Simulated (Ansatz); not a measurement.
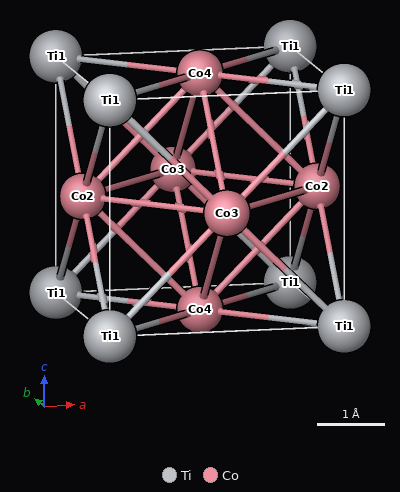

Figure 1. The structure (ball-and-stick view of the cell of the calculation, seen slightly off an axis; atoms are numbered from 1 in the order of the input). An atom can appear more than once, as a periodic image. Near neighbours in the periodic cell (some may lie outside the picture): Ti has 12 Co at 2.56 Å; Co has 8 Co at 2.56 Å and 4 Ti at 2.56 Å.

Single-point calculation of TiCo3

- system: TiCo3 (Pm-3m, 4 atoms in the cell)
- method: DFT PBEsol, scalar-relativistic, plane waves, PAW, spin-polarised (Ansatz 0.2.0)

The structure derives from an entry of the Crystallography Open Database. It belongs to a series of runs on one base structure; here: extra bands: 12 bands. Figures and captions count atoms from 1; the log counts them from 0 in places.

## What the program printed
```
scf.n_extra_bands = 12 over 32 filled bands (N_el = 63.0): the run solves 44 bands
Engine: ansatz 0.2.0, x86_64-unknown-linux-gnu
Pseudopotentials: kind: paw
Pseudopotential: Ti, paw, valence charge 12, recommended cutoff 420 eV (normal), Ti.paw.azcp
Pseudopotential: Co, paw, valence charge 17, recommended cutoff 420 eV (normal), Co.paw.azcp
Functional definition: PBEsol
  exchange = pbesol_x
  correlation = pbesol_c
Crystal: 4 atoms, lattice volume = 47.202 Å³
Basis set: ecut = 420 eV, 925 PW (Γ), exchange–correlation on 50×50×50 points (8 copies of the dense FFT grid, shifted against one another)
Bands: 44, of which v1, the nominal top of the filled ones, is band 32 counted from 1 (31 counted from 0)
Symmetry: 48 space group operations
Space group: Pm-3m (ITA 221), of the structure as read, at distance tolerance 3.6e-5 Å
Magnetic group: BNS 221.92 (UNI 1594), of the structure as read, at distance tolerance 3.6e-5 Å
k-points: 84 of 1728
Non-local potential: Ti, projectors of the file, l = 0: 3, l = 1: 2, l = 2: 3, l = 3: 1
Non-local potential: Co, projectors of the file, l = 0: 3, l = 1: 2, l = 2: 3, l = 3: 1
PAW form: soft (Blöchl's): semilocal exchange-correlation on the pseudo side does not see the compensation charge
PAW frozen core: Ti, regenerated for the run's functional, and the local potential with it (the file was generated under x = pbe(κ = 0.804, μ = 0.2195149727645171), c = pbe(β = 0.06672455060314922))
PAW frozen core: Co, regenerated for the run's functional, and the local potential with it (the file was generated under x = pbe(κ = 0.804, μ = 0.2195149727645171), c = pbe(β = 0.06672455060314922))
PAW one-centre angular grid: Ti, 590 points (default); XC on 64 Gauss nodes
PAW one-centre angular grid: Co, 590 points (default); XC on 64 Gauss nodes
Initial density: superposition of atomic densities (chi_scale 0.1, normalization cell)
Starting moments: Σ|m| = 4.05 μB on 4 of 4 sites
Initial wavefunctions: pseudopotential atomic-orbital guess
Functional: x = pbesol(κ = 0.804, μ = 0.12345679012345678), c = pbesol(β = 0.046)
SCF iter   1: F=—  HF=-17754.510610 eV  |F-HF|=—  |Δ(HF+E_count)|=         —  Δρ=1.21e-1 (↑1.21e-1 ↓4.44e-2)  dr2=6.08e0  dr2_m=1.23e0  M=1.732 μB ∫|m|=2.277 μB  β_m=0.30  ethr=3.10e-3  ⟨swp⟩=5.3  Hψ=23158  notcnv=0  defer=6
Mixer restart at iter 1: flushing history
preconditioner: auto → Kerker (q_TF=auto, 2.863 Å⁻¹)  [metal: Δε(μ)=0.010 eV  Ē_g=12.273 eV  σ=0.200 eV  W_gap=0.01  n_scr=18 (ndim 8)  ℏωp=32.9 eV  f_vac=0.000  D(μ)=4.99/eV (n_scr^D=80)]
spin=Collinear: Kerker preconditioning applied to the charge; magnetization (m = ρ↑ − ρ↓) channel mixes plain (no charge-response kernel on spin).
SCF iter   2: F=—  HF=-17752.044239 eV  |F-HF|=—  |Δ(HF+E_count)|=    2.47e0  Δρ=2.81e-2 (↑2.69e-2 ↓2.81e-2)  dr2=9.09e-1  dr2_m=1.20e-1  M=2.122 μB ∫|m|=2.815 μB  β_m=0.34  ethr=3.10e-3  ⟨swp⟩=2.0  Hψ=13027  notcnv=0  defer=85
SCF iter   3: F=—  HF=-17752.862027 eV  |F-HF|=—  |Δ(HF+E_count)|=   8.18e-1  Δρ=2.11e-2 (↑1.12e-2 ↓2.11e-2)  dr2=4.68e-1  dr2_m=3.22e-2  M=2.123 μB ∫|m|=2.883 μB  β_m=0.64  ethr=1.44e-3  ⟨swp⟩=2.0  Hψ=9378  notcnv=0  defer=91
SCF iter   4: F=—  HF=-17754.098624 eV  |F-HF|=—  |Δ(HF+E_count)|=    1.24e0  Δρ=1.50e-2 (↑1.05e-2 ↓1.50e-2)  dr2=2.79e-1  dr2_m=3.52e-3  M=1.995 μB ∫|m|=2.822 μB  β_m=0.82  ethr=7.43e-4  ⟨swp⟩=2.1  Hψ=11777  notcnv=0  defer=90
SCF iter   5: F=—  HF=-17754.258617 eV  |F-HF|=—  |Δ(HF+E_count)|=   1.60e-1  Δρ=1.65e-2 (↑1.65e-2 ↓8.72e-3)  dr2=1.73e-1  dr2_m=7.34e-3  M=1.750 μB ∫|m|=2.566 μB  β_m=0.88  ethr=4.43e-4  ⟨swp⟩=2.0  Hψ=13315  notcnv=0  defer=108
SCF iter   6: F=—  HF=-17754.260495 eV  |F-HF|=—  |Δ(HF+E_count)|=   1.88e-3  Δρ=8.90e-3 (↑8.90e-3 ↓3.96e-3)  dr2=4.53e-2  dr2_m=2.98e-3  M=1.790 μB ∫|m|=2.619 μB  β_m=0.94  ethr=2.75e-4  ⟨swp⟩=2.0  Hψ=7993  notcnv=0  defer=108
SCF iter   7: F=—  HF=-17754.260564 eV  |F-HF|=—  |Δ(HF+E_count)|=   6.90e-5  Δρ=1.35e-3 (↑1.35e-3 ↓7.82e-4)  dr2=5.02e-4  dr2_m=3.84e-4  M=1.828 μB ∫|m|=2.665 μB  β_m=0.97  ethr=7.19e-5  ⟨swp⟩=2.0  Hψ=9466  notcnv=0  defer=107
SCF iter   8: F=—  HF=-17754.260599 eV  |F-HF|=—  |Δ(HF+E_count)|=   3.44e-5  Δρ=9.36e-4 (↑9.36e-4 ↓8.77e-4)  dr2=1.36e-4  dr2_m=3.19e-4  M=1.818 μB ∫|m|=2.646 μB  β_m=0.99  ethr=7.97e-7  ⟨swp⟩=2.1  Hψ=13387  notcnv=0  defer=107
SCF iter   9: F=—  HF=-17754.260597 eV  |F-HF|=—  |Δ(HF+E_count)|=   2.00e-6  Δρ=7.81e-4 (↑7.81e-4 ↓3.17e-4)  dr2=6.42e-5  dr2_m=1.27e-4  M=1.809 μB ∫|m|=2.630 μB  β_m=0.99  ethr=2.16e-7  ⟨swp⟩=2.0  Hψ=11242  notcnv=0  defer=107
SCF iter  10: F=—  HF=-17754.260575 eV  |F-HF|=—  |Δ(HF+E_count)|=   2.23e-5  Δρ=3.91e-4 (↑2.22e-4 ↓3.91e-4)  dr2=1.54e-4  dr2_m=3.35e-6  M=1.793 μB ∫|m|=2.604 μB  β_m=1.00  ethr=1.02e-7  ⟨swp⟩=2.0  Hψ=10591  notcnv=0  defer=107
SCF iter  11: F=—  HF=-17754.260581 eV  |F-HF|=—  |Δ(HF+E_count)|=   6.48e-6  Δρ=1.37e-4 (↑1.37e-4 ↓3.79e-5)  dr2=7.40e-6  dr2_m=1.27e-6  M=1.799 μB ∫|m|=2.612 μB  β_m=0.88  ethr=1.02e-7  ⟨swp⟩=2.3  Hψ=11831  notcnv=0  defer=107
SCF iter  12: F=—  HF=-17754.260580 eV  |F-HF|=—  |Δ(HF+E_count)|=   8.41e-7  Δρ=2.93e-5 (↑1.26e-5 ↓2.93e-5)  dr2=4.28e-7  dr2_m=1.40e-7  M=1.799 μB ∫|m|=2.613 μB  β_m=0.94  ethr=1.17e-8  ⟨swp⟩=2.0  Hψ=9757  notcnv=0  defer=107
SCF iter  13: F=—  HF=-17754.260580 eV  |F-HF|=—  |Δ(HF+E_count)|=   2.17e-8  Δρ=6.29e-6 (↑6.29e-6 ↓1.99e-6)  dr2=2.05e-8  dr2_m=4.01e-9  M=1.800 μB ∫|m|=2.614 μB  β_m=0.97  ethr=6.79e-10  ⟨swp⟩=2.0  Hψ=10289  notcnv=0  defer=107
SCF iter  14: F=-17754.260580 eV  HF=-17754.260580 eV  |F-HF|=4.54e-8  |Δ(HF+E_count)|=   6.23e-9  Δρ=5.20e-6 (↑5.20e-6 ↓5.18e-6)  dr2=4.94e-8  dr2_m=4.32e-11  M=1.800 μB ∫|m|=2.614 μB  ethr=3.26e-11  ⟨swp⟩=4.3  Hψ=21075  notcnv=0
SCF 1 converged in 14 iterations: F = -17754.260580 eV  dr2 = 4.94e-8
  greatest PAW one-centre occupation: 1.000 electrons in one spin orbital (limit 2), on the Co atom at site 3 (counted from 0), in its partial waves of l = 1
```

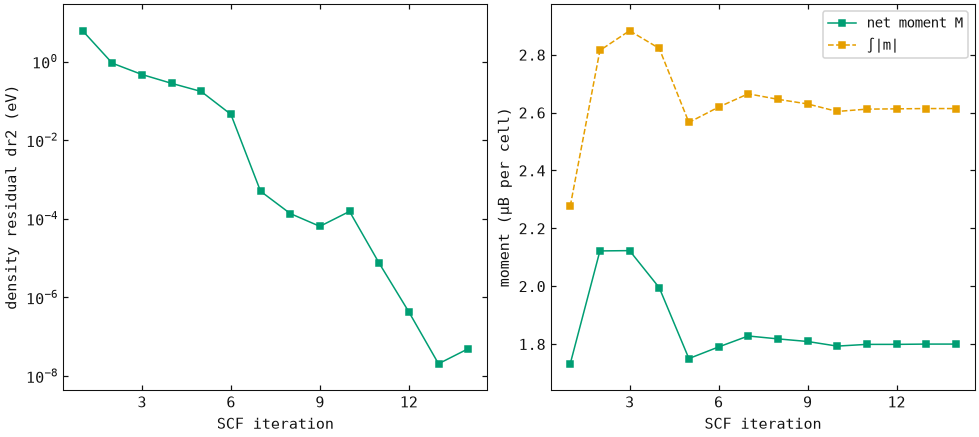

Figure 2. Convergence of the self-consistent field: density residual dr2 and magnetic moment against the SCF iteration. The residual falls unevenly and jumps up by a factor of two or more 2 times on the way down. The net moment goes from 1.7 to 1.8 μB per cell.

```
SCF converged after 14 iterations
Magnetization: 1.7997 μB (32.3998 up, 30.6002 down)
Absolute magnetization: 2.6145 μB (∫|ρ↑−ρ↓|, with the PAW one-centre terms)
Spin contamination: 0.0958 ħ² per cell (⟨S²⟩ above its minimum at these occupations)
Per-site moments (μB) at R_I (Å): [(-0.24998006600199071, 1.0541371117233753), (0.7326025041742604, 1.0541371117233753), (0.7326025041742604, 1.0541371117233753), (0.7326025041742605, 1.0541371117233753)]
Free energy (F): -17754.260580 eV
Harris-Foulkes:  -17754.260580 eV  (|F-HF|=4.54e-8)
Internal energy: -17753.574718 eV  (E = F + TS)
E sigma→0 (E₀):  -17753.917649 eV
Entropy (-TS):   -0.685862 eV (-171.466 meV/atom)
Fermi energy:    17.495156 eV
--- Per-component energies (eV) ---
  E_band       = -880.412082
  E_kinetic    = 1640.023765
  E_local      = -9633.015113  (includes V_loc(G=0)·N_el)
  E_nonlocal   = 1372.877073
  E_hartree    = 4054.682369
  E_xc         = -571.751354
  E_vxc        = -737.443246  (∫ρ·V_xc dr)
  E_paw        = -5469.682892  (= ΣΔE_a)
  E_vpaw       = -1632.200005  (= ΣTr[D̂ρ^β])
  E_aug_tail   = 0.000314  (compensation charges beyond the density's cutoff)
  E_ewald      = -9147.413523
  E_core_change = 0.704642  (= ΣΔE_core)
  E_smearing   = -0.685862  (= −TS)
  E_closure    = -0.000000  (closes the sum)
  Σ components = -17754.260580   (vs F -17754.260580, Δ=0.00e0)
--- Forces (eV/Å), atoms counted from 1 ---
  atom   1  Ti    -0.00000000     0.00000000    -0.00000000
  atom   2  Co     0.00000000     0.00000000     0.00000000
  atom   3  Co     0.00000000    -0.00000000    -0.00000000
  atom   4  Co     0.00000000     0.00000000     0.00000000
  max |Σ_I F_I| component: 4.12e-28 eV/Å
--- Stress (GPa, compression-positive) ---
      -11.428221       0.000000       0.000000
        0.000000     -11.428221       0.000000
        0.000000       0.000000     -11.428221
  P = ⅓ Tr σ = -11.4282 GPa (-114.282 kbar)
--- Band table (eV; the first three rows and the last of 168) ---
  k-point 0 ↑: bands = ["-77.3919", "-77.3526", "-77.3526", "-40.8841", "-40.8841", "-40.8841", "-40.7393", "-40.7393", "-40.7393", "-40.7068", "-40.7068", "-40.7068", "-38.7177", "-15.0849", "-15.0849", "-15.0849", "9.4311", "13.0707", "13.0707", "13.3800", "13.8590", "13.8590", "13.8590", "15.9261", "15.9261", "15.9261", "16.8758", "16.8758", "17.3697", "17.6520", "17.6520", "17.6520", "19.6990", "19.6990", "20.5007", "20.5007", "20.5007", "20.7617", "20.7617", "20.7617", "28.4255", "28.4410", "28.4410", "30.7530"]
  k-point 1 ↑: bands = ["-77.3912", "-77.3532", "-77.3526", "-40.8826", "-40.8826", "-40.8817", "-40.7398", "-40.7398", "-40.7395", "-40.7101", "-40.7078", "-40.7078", "-38.7167", "-15.0889", "-15.0851", "-15.0851", "9.5224", "13.1049", "13.1271", "13.4150", "13.8893", "13.8953", "13.8953", "15.8911", "15.9494", "15.9494", "16.8408", "16.8813", "17.3360", "17.5095", "17.5095", "17.6521", "19.4105", "19.6609", "20.0581", "20.0581", "20.4224", "20.7551", "21.3466", "21.3466", "28.4018", "28.4060", "28.8896", "30.6000"]
  k-point 2 ↑: bands = ["-77.3894", "-77.3549", "-77.3526", "-40.8784", "-40.8784", "-40.8749", "-40.7412", "-40.7412", "-40.7398", "-40.7194", "-40.7105", "-40.7105", "-38.7141", "-15.0998", "-15.0855", "-15.0855", "9.7925", "13.1834", "13.2899", "13.5215", "13.9782", "14.0040", "14.0040", "15.7891", "16.0139", "16.0139", "16.7390", "16.8944", "17.1460", "17.1460", "17.2359", "17.6524", "18.6374", "19.5561", "19.6084", "19.6084", "20.2908", "20.7375", "22.1781", "22.1781", "28.2993", "28.3128", "30.0620", "30.2497"]
  k-point 83 ↓: bands = ["-76.4954", "-76.4954", "-76.4954", "-40.0605", "-40.0123", "-40.0123", "-40.0123", "-39.8616", "-39.8616", "-39.8616", "-39.8407", "-39.8407", "-38.9483", "-15.3625", "-15.3625", "-15.3625", "13.2951", "13.2951", "13.2951", "14.0846", "16.1962", "16.1962", "16.1962", "16.5188", "16.5188", "16.5188", "16.6882", "16.6882", "17.2978", "18.0149", "18.0149", "18.0149", "18.2605", "18.2605", "18.2605", "19.6622", "19.6622", "19.6622", "20.3867", "20.3867", "25.4449", "25.4449", "25.4449", "26.6214"]
--- Löwdin populations: 4 sites ---
  site symbol       q [e]    m [muB]
     0     Ti     11.8702    -0.3372
     1     Co     16.7915     0.7393
     2     Co     16.7915     0.7393
     3     Co     16.7915     0.7393
  spilling = 0.011990 (of n_electrons = 63.000000)
```

## File populations.tsv
```
# site	symbol	l	j	q_up	q_dn
# orbitals = lowdin
# n_electrons = 63.000000
# spilling = 0.011990
0	Ti	0_3S	-	0.964959	0.964264
0	Ti	0_4S	-	0.484279	0.485556
0	Ti	1_3P	-	2.995728	2.995967
0	Ti	2_3D	-	1.321518	1.657881
1	Co	0_3S	-	0.991650	0.991893
1	Co	0_4S	-	0.446612	0.456989
1	Co	1_3P	-	2.997678	2.997770
1	Co	2_3D	-	4.329433	3.579466
2	Co	0_3S	-	0.991650	0.991893
2	Co	0_4S	-	0.446612	0.456989
2	Co	1_3P	-	2.997678	2.997770
2	Co	2_3D	-	4.329433	3.579466
3	Co	0_3S	-	0.991650	0.991893
3	Co	0_4S	-	0.446612	0.456989
3	Co	1_3P	-	2.997678	2.997770
3	Co	2_3D	-	4.329433	3.579466
```

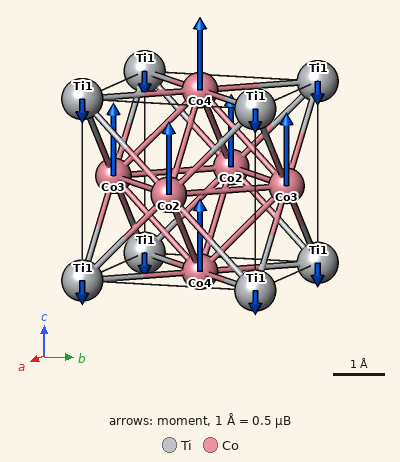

Figure 3. Magnetic moments of the sites as blue arrows (ball-and-stick view of the cell of the calculation, seen slightly off an axis; atoms are numbered from 1 in the order of the input); small moments hardly show. The run is collinear, so the axis drawn is arbitrary. Site moments: all 3 Co atoms (0.73 μB); Ti1 (−0.25 μB). They are counted near the atoms and needn't add up to the moment of the cell.

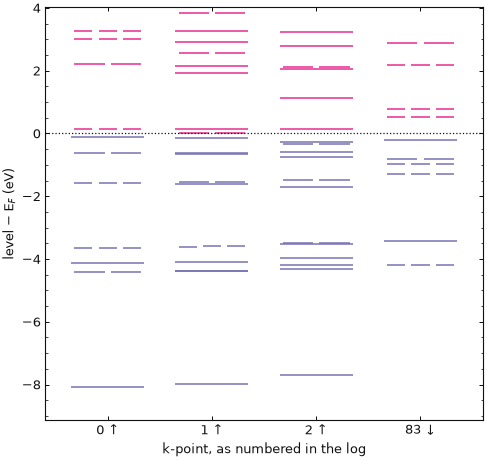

Figure 4. Kohn–Sham levels near the Fermi level (dotted) at the few k-points that the log prints; levels within 0.02 eV of each other stand side by side. The system is metallic on the full mesh.

The run was set up as follows.

## Input
```yaml
crystal:
  lattice:
    - [3.614, 0.0, 0.0]
    - [0.0, 3.614, 0.0]
    - [0.0, 0.0, 3.614]
  atoms:
    - { symbol: Ti, position: [0.0, 0.0, 0.0], spin: -0.42 }
    - { symbol: Co, position: [0.0, 0.5, 0.5], spin: 1.21 }
    - { symbol: Co, position: [0.5, 0.0, 0.5], spin: 1.21 }
    - { symbol: Co, position: [0.5, 0.5, 0.0], spin: 1.21 }
basis:
  ecutwfc: 420
kpoints:
  mp_grid: { grid: [12, 12, 12] }
hamiltonian:
  xc: pbesol
scf:
  occupations: { method: fermi_dirac, width: 0.2 }
  n_extra_bands: 12
output:
  forces: true
  stress: true
  eigenvalues: true
  populations: true
magnetization:
  spin_polarized: true
```

Launch command:
```bash
ansatz run input.yaml --threads 1 --pin off --max-ram 2560MiB --backend cpu --events-out ev --progress --plain --runs-dir out
```

## Results in brief

```csv
quantity,value
outcome,converged
space group (tolerance 0.01 Å),Pm-3m (221)
electrons treated,63
free energy,−17754.2606 eV
Fermi energy,17.495 eV
gap on the k-point mesh,none (metallic)
net moment of the cell,1.80 μB
integrated absolute moment,2.61 μB
pressure,−11.43 GPa
largest force (length of the vector),under 0.001 eV/Å
hardware,"1 thread of Intel Xeon (Granite Rapids), 192 GiB of memory available, shared host"
wall time,22 s
peak memory,0.63 GiB
```

## Notes

The cell is under a tension of 11.4 GPa at this level, so it is not at its equilibrium volume.
